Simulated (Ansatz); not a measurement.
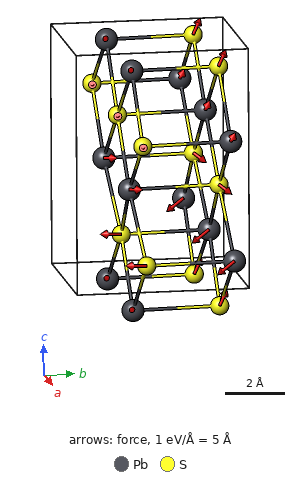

Starting geometry of a crystal of PbS (a generated structure, set up in P1) (coarse preliminary run) with the computed forces as red arrows. The picture is a ball-and-stick view of the cell of the calculation, repeated 2 × 1 × 1 with one cell outlined, seen slightly off an axis.

Method: DFT PBE, scalar-relativistic, plane waves, PAW in Ansatz.

Input file:
```yaml
crystal:
  lattice:
    - [-0.0505883243, 4.3268788137, -0.0170633419]
    - [-0.0436093738, -0.0241370138, 6.0057416698]
    - [8.3974458406, -0.1011766486, -0.0616581373]
  atoms:
    - { symbol: Pb, position: [0.0091985739, 0.7661039962, 0.2537507949] }
    - { symbol: Pb, position: [-0.0084943991, 0.7501865429, 0.7514944896] }
    - { symbol: Pb, position: [0.5138253965, 0.2480766433, -0.0033102121] }
    - { symbol: Pb, position: [0.4879984329, 0.233690478, 0.4984839457] }
    - { symbol: S, position: [-0.0096243671, 0.2586991642, 0.2455316006] }
    - { symbol: S, position: [0.0012481231, 0.2382281615, 0.745995279] }
    - { symbol: S, position: [0.510031695, 0.7520854462, 0.0018716247] }
    - { symbol: S, position: [0.4958165449, 0.7529295677, 0.5061824775] }
basis:
  ecutwfc: 420
kpoints:
  mp_grid: { grid: [4, 2, 2] }
hamiltonian:
  xc: pbe
scf:
  occupations: { method: gaussian, width: 0.1 }
  lower_state_search: "off"
output:
  forces: true
  stress: true
  eigenvalues: true
relax:
  adjacent_minimum: "off"
  f_tol: 0.025
  max_steps: 60
  cell: { stress_tol: 0.25 }
```

Run as
```bash
ansatz run input.yaml --threads 1 --pin off --max-ram 2048MiB --backend cpu --events-out ev --progress --plain --runs-dir out
```

What follows when this structure is relaxed?

Answer. It isn't relaxed: the largest force vector, on S5, is 0.17 eV/Å. The final displacements follow the starting forces only in part (cosine between the two patterns 0.36). Over 7 accepted moves (8 points after the start) the energy falls by 52.1 meV per atom. The largest force component goes from 0.16 to 0.019 eV/Å. Pressure: 0.87 GPa at the start and 0.04 GPa at the end. At 1 point the geometry stayed and the basis and grid were re-selected for the new cell (energy shift of 1.2 meV per atom at most each time). The atom that moves furthest relative to the cell is S5 (0.49 Å along −b). By element the largest moves are S 0.49 Å, Pb 0.32 Å. The drawn cell changes as follows: a 4.327 → 4.245 Å (−1.9 %), b 6.006 → 6.898 Å (+14.9 %), c 8.398 → 8.495 Å (+1.1 %), α 90.8° → 88.5°, β 91.4° → 90.0°, γ 90.5° → 88.5°; the volume changes by +13.9 %. Near-neighbour distances that change, for instance: Pb3–S7 3.027 → 4.196 Å, Pb1–S5 3.048 → 4.197 Å, Pb2–S6 3.075 → 4.198 Å, Pb4–S8 3.118 → 4.196 Å. Bonds break: Pb3–S7 (3.03 → 4.20 Å). Bond angles that change, for instance: Pb1–S5–Pb4 84.2° → 92.1°, S5–Pb4–S8 95.2° → 87.3°, S5–Pb1–S8 94.5° → 87.8°. The space group stays P1 (No. 1).
